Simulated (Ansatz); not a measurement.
GaN

Input

```
crystal:
  lattice:
    - [0.0, 2.1814839649, 2.3183350162]
    - [2.1814839649, 0.0, 2.3183350162]
    - [2.1814839649, 2.1814839649, 0.0]
  atoms:
    - { symbol: Ga, position: [0.0, 0.0, 0.0] }
    - { symbol: "N", position: [0.25, 0.25, 0.25] }
kpoints:
  mp_grid: { grid: [6, 6, 6] }
  band_path:
    path:
      - [0.0, 0.0, 0.0]
      - [-0.5, -0.5, 0.0]
      - [-0.375, -0.375, 0.25]
      - [-0.375, 0.0, 0.375]
      - [0.0, 0.0, 0.5]
      - [-0.5, -0.25, 0.25]
    npoints: 1
hamiltonian:
  xc: hse06
scf:
  occupations: { method: fixed }
  n_extra_bands: 4
output:
  forces: true
  stress: true
  eigenvalues: true
  write_density: true
  write_potential: true
  elf: true
  volumetric_format: npy
```

Below, planes, directions and counts refer to the conventional cell (a = 3.09 Å, b = 3.09 Å, c = 4.64 Å, α = 90.00°, β = 90.00°, γ = 90.00°).

Space group I-4m2; started from the zincblende prototype, which need not be the ambient phase; changed on purpose from its base cell (epitaxial xy strain -3.0%); computed pressure about 6 GPa in this cell.

All numbers below come from DFT, HSE06, plane waves, PAW in Ansatz 0.2.0.

Predict the valence pseudo-density and electron localisation function between the atoms.

Answer. Ga–N (1.93 Å): the density is about 0.77 e/Å³ at the midpoint; the ELF peaks at about 0.85 in the valence shell of N, 0.7 Å from its nucleus, and is about 0.50 at the midpoint.

Does the calculation give a band gap?

Answer. It is gapped, with a Kohn–Sham gap of 3.1 eV on the k-point mesh, an upper bound to the gap of this method.

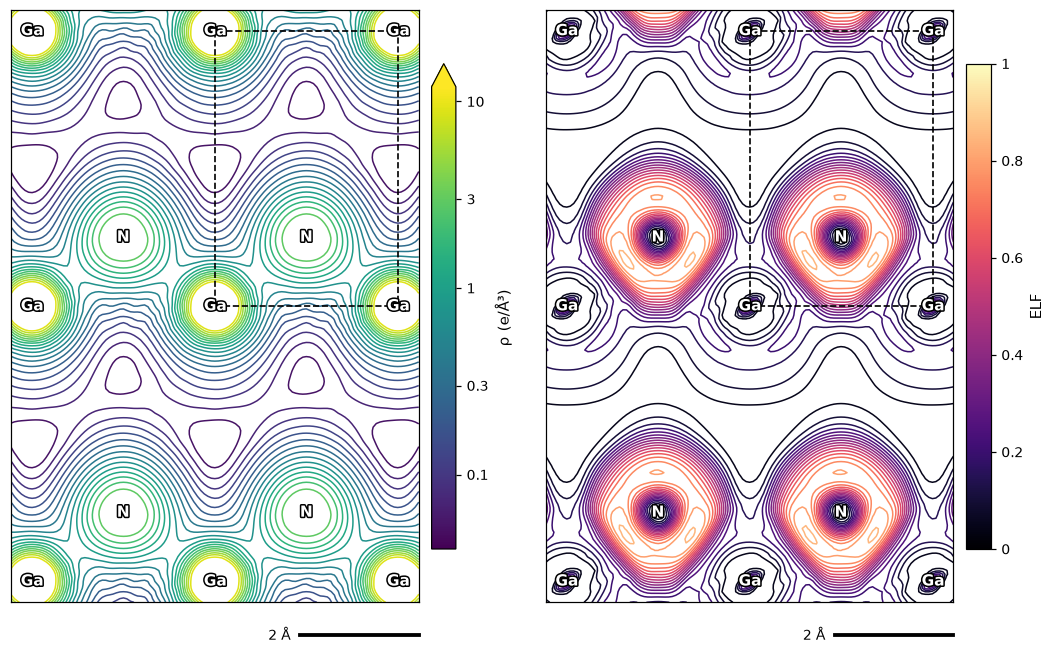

Computed valence pseudo-density and electron localisation function on the (010) plane of the conventional cell, in this order. 
